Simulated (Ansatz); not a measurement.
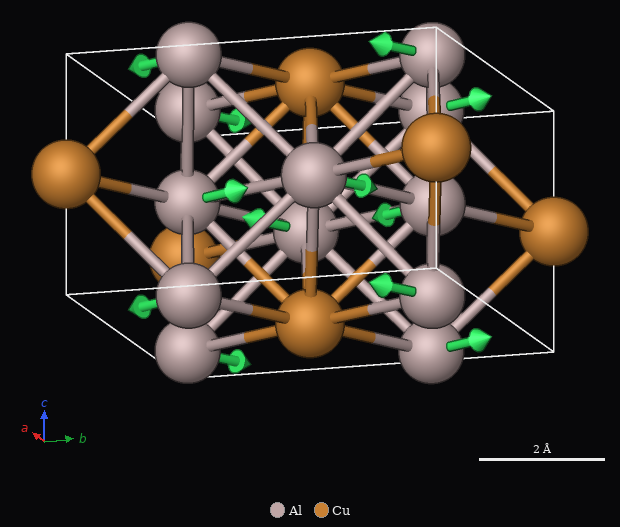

One vibrational mode of crystalline Al$_{4}$Cu (a generated structure) at the zone centre. Displacements are drawn as green arrows; their common scale and sign are arbitrary. A ball-and-stick model of the conventional cell (2 times the calculation's cell), seen from a free direction. Lengths and directions refer to the drawn axes.

Theory: DFT PBE, scalar-relativistic, plane waves, PAW in Ansatz 0.2.0. Settings: plane-wave cutoff 420 eV; k-point mesh 12 × 12 × 12; occupations fermi dirac; smearing width 0.15 eV; no spin polarisation.

The frequencies depend somewhat on the k-mesh and the smearing.

Question: What mode is this, and where does it lie in the spectrum?

Answer: This is the A_g mode at 38.1 meV, optical level 8 of 9, counted from below, Raman-active by symmetry. The Cu atoms stay at rest; atoms of one kind move against one another, with no net shift of their sublattice.
